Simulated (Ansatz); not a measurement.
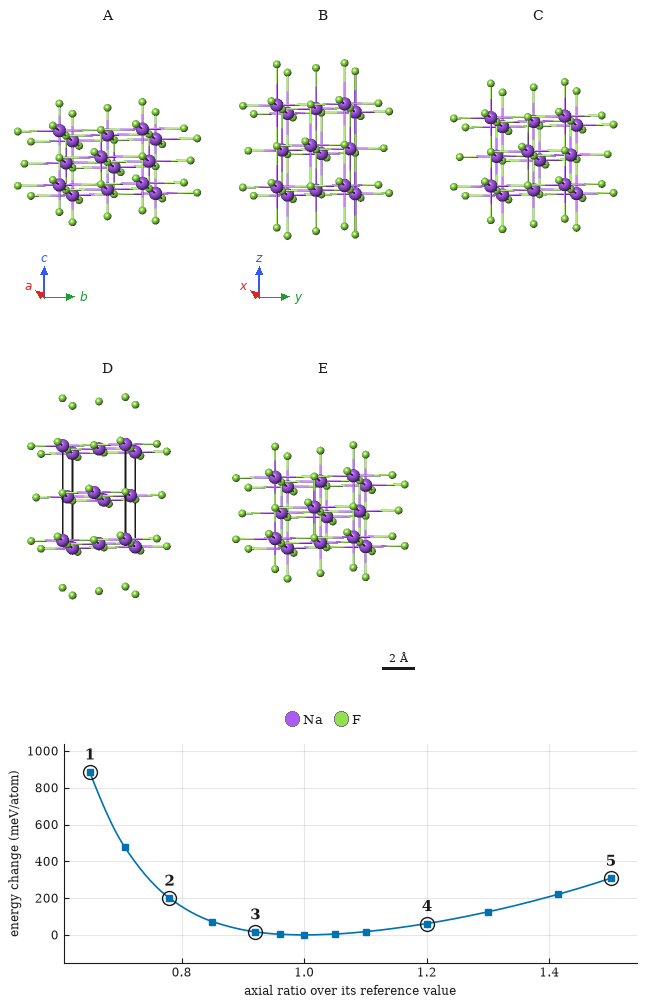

Solid NaF (Fm-3m): the ratio of the cell's length along z to its lengths across, counted as 1 for the reference, is changed at fixed volume (a tetragonal or Bain path), with the atoms kept at their fractional coordinates. x, y and z are the Cartesian axes of the input. The frames are shuffled; the numbered points of the plot belong to them. Style: ball-and-stick. Shown: the conventional cell (4 times the calculation's cell), along the a axis, with a slight tilt. Lengths and directions refer to the drawn axes.

Level of theory: DFT PBE, scalar-relativistic, plane waves, PAW in Ansatz. Settings: plane-wave cutoff 420 eV; k-point mesh 10 × 10 × 10; occupations gaussian; smearing width 0.05 eV; no spin polarisation. Energies (free energies at the smearing named) are counted from the cell as listed in its source, which wasn't relaxed.

Which frame belongs to which numbered point?

Point 1 is frame A (the relative ratio 0.65, 886 meV/atom); 2 is frame E (the relative ratio 0.78, 200 meV/atom); 3 is frame C (the relative ratio 0.92, 17 meV/atom); 4 is frame B (the relative ratio 1.20, 62 meV/atom); 5 is frame D (the relative ratio 1.50, 308 meV/atom). The lowest computed point lies at the relative ratio 1.00 (0 meV/atom). The unrelaxed reference is under a pressure of 1.7 GPa. The distortion takes the space group from Fm-3m to I4/mmm. At the relative ratio 1.50 the cell of the drawing goes a 4.647 → 4.059 Å, b 4.647 → 4.059 Å, c 4.647 → 6.089 Å.
